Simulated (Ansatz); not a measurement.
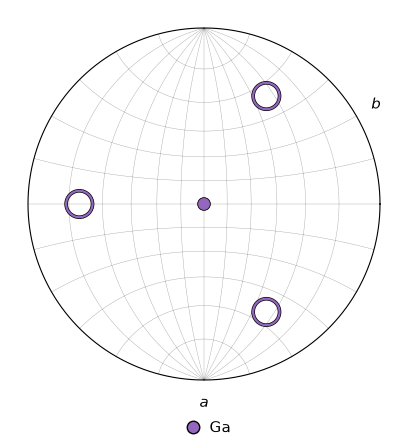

Directions from one nitrogen atom at (2/3, 1/3, 5/8) to its bonded neighbours, in stereographic projection down c (filled: above the plane of the page or in it, open: below). Crystal: GaN, a calculation's input that goes back to an entry of the Crystallography Open Database (an earlier step may have relaxed or displaced it). The drawing is computed from the coordinates (standard cell, symmetry found to 0.002 Å).

Neighbours are counted up to 2.35 Å for Ga.

```
Ga N
1.0
     3.18000    0.00000    0.00000
    -1.59000    2.75396    0.00000
     0.00000    0.00000    5.16600
Ga N
2 2
Cartesian
  1.5900 0.9180 0.0000
  0.0000 1.8360 2.5830
  1.5900 0.9180 3.2288
  0.0000 1.8360 0.6458
```

How many neighbours are there, and at what angles?

4: 1 Ga at 1.94 Å, 3 Ga at 1.95 Å. Angles between bonds: 109° (3×), 110° (3×).

What is the site's symmetry in the crystal?

Point group 3m (C3v), order 6: one threefold axis, three mirror planes. In No. 186, P6₃mc this is Wyckoff position 2b.
